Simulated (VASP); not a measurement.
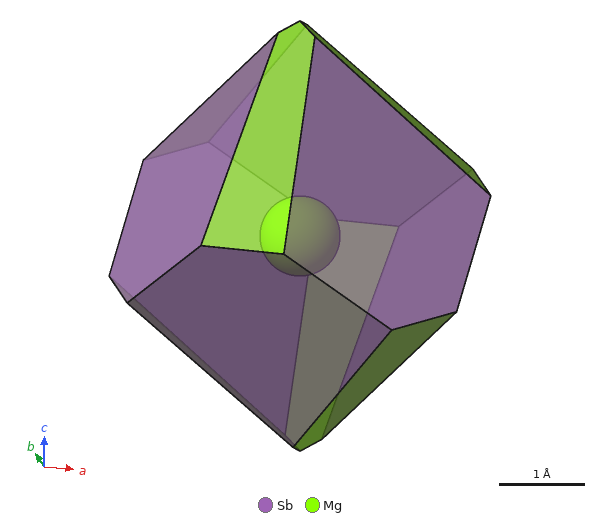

The polyhedron is the computed Voronoi (Dirichlet) cell of the central atom: each face lies in the plane that bisects the line to a neighbour. Central atom: Mg1 (1a) in Mg₃Sb₂; faces take the colour of the neighbour behind them. Source: coordinates from a relaxation with VASP Kohn-Sham DFT of a periodic cell, vdW-DF, VASP PAW PBE potentials, recommended (VASP).

Mg3Sb2, space group P-3m1 (No. 164), a = 4.636 Å, b = 4.636 Å, c = 7.385 Å, α = 90.00°, β = 90.00°, γ = 120.00°

| site | Wyckoff | x | y | z |
| --- | --- | --- | --- | --- |
| Sb | 2d | 0.6667 | 0.3333 | 0.7715 |
| Mg1 | 1a | 0.0000 | 0.0000 | 0.0000 |
| Mg2 | 2d | 0.6667 | 0.3333 | 0.3684 |

### What is the volume of this Voronoi cell?

29.2 Å³, against a mean of 27.5 Å³ per atom in this structure.

### Tabulate the neighbours by distance and solid angle.

```csv
neighbour,faces,distance (Å),solid angle (% of sphere)
Sb,6,3.16,77.4
Mg,6,3.82,22.6
```
